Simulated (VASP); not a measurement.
Crystal: Te2Mo, coordinates from a relaxation with VASP Kohn-Sham DFT of a periodic cell, PBE with D3(BJ), VASP PAW PBE potentials, recommended in VASP 6.6.1.

```
CELL_PARAMETERS angstrom
3.49487 0.00000 0.00000
-1.74744 3.02665 0.00000
0.00000 0.00000 13.72216
ATOMIC_POSITIONS crystal
Te 0.66667 0.33333 0.38251
Te 0.33333 0.66667 0.88251
Te 0.66667 0.33333 0.11749
Te 0.33333 0.66667 0.61749
Mo 0.66667 0.33333 0.75000
Mo 0.33333 0.66667 0.25000
```

Q: What does its first Brillouin zone look like, and which path through it is standard?

A: It has a primitive hexagonal lattice (hP; extended symbol hP2). The zone is a hexagonal prism in its combinatorial type: 8 faces (6 with 4 edges, 2 with 6 edges), 18 edges, 12 vertices. Path: Γ–M–K–Γ–A–L–H–A | L–M | H–K.

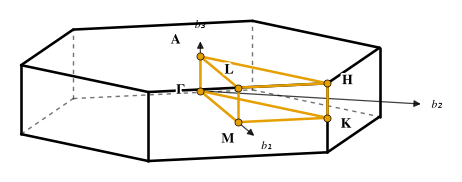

Labels and path follow the convention of Hinuma et al. (2017), as computed by seekpath; the arrows show the directions of the reciprocal primitive vectors b₁, b₂, b₃, in which coordinates are given; lengths include the factor 2π.

```csv
point,k₁,k₂,k₃,length of k (1/Å)
Γ,0,0,0,0.000
A,0,0,1/2,0.229
K,1/3,1/3,0,1.199
H,1/3,1/3,1/2,1.220
M,1/2,0,0,1.038
L,1/2,0,1/2,1.063
```
